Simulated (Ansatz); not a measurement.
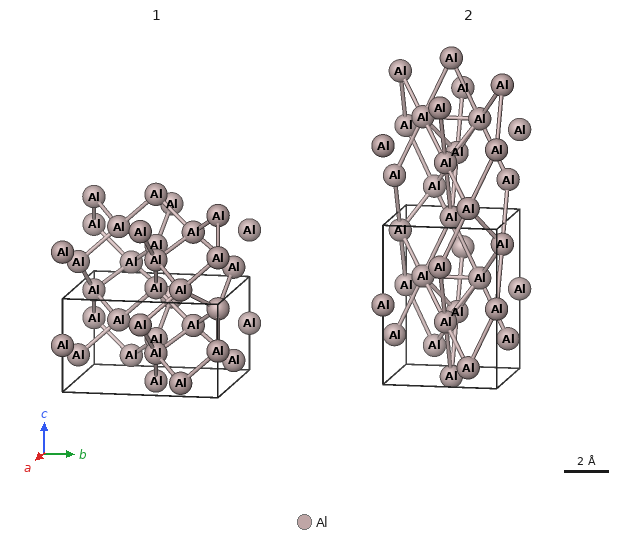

Two geometries of crystalline Al (a generated structure, set up in I4_122) (coarse preliminary run), drawn at one scale. One is the start of a relaxation, the other its converged end. A ball-and-stick model of the conventional cell (2 times the calculation's cell), repeated 1 × 1 × 2 with one cell outlined, seen slightly off an axis. Lengths and directions refer to the drawn axes.

Theory: Ansatz, DFT PBE, scalar-relativistic, plane waves, PAW. Set-up: plane-wave cutoff 420 eV; k-point mesh 6 × 6 × 6; occupations gaussian; smearing width 0.1 eV; no spin polarisation; cell and atoms relaxed; force threshold 0.04 eV/Å; at most 70 steps.

> Which geometry has the lower energy?

Structure 2 is the relaxed one. The largest moves relative to the cell, 0.26 Å, are those of Al atoms. The drawn cell changes as follows: a = b 7.266 → 5.309 Å (−26.9 %), c 4.345 → 7.415 Å (+70.7 %); the volume changes by −8.9 %. Some distances before and after: Al–Al 3.704 → 2.655 Å, Al–Al 3.267 → 2.638 Å, Al–Al 2.467 → 3.081 Å, Al–Al 2.326 → 2.638 Å. Bond angles that change, for instance: Al–Al–Al 102.6° → 119.6°. The space group (tolerance 0.01 Å) goes from I4_122 (No. 98) to I4_1/amd (No. 141). After 16 accepted moves (18 points after the start) the energy has fallen by 718 meV per atom. Largest force component: 3 eV/Å at the start, 0.00046 eV/Å at the end. Pressure: 16.91 GPa at the start and 0.01 GPa at the end. At 2 points the geometry stayed and the basis and grid were re-selected for the new cell (energy shift of 56.6 meV per atom at most each time).
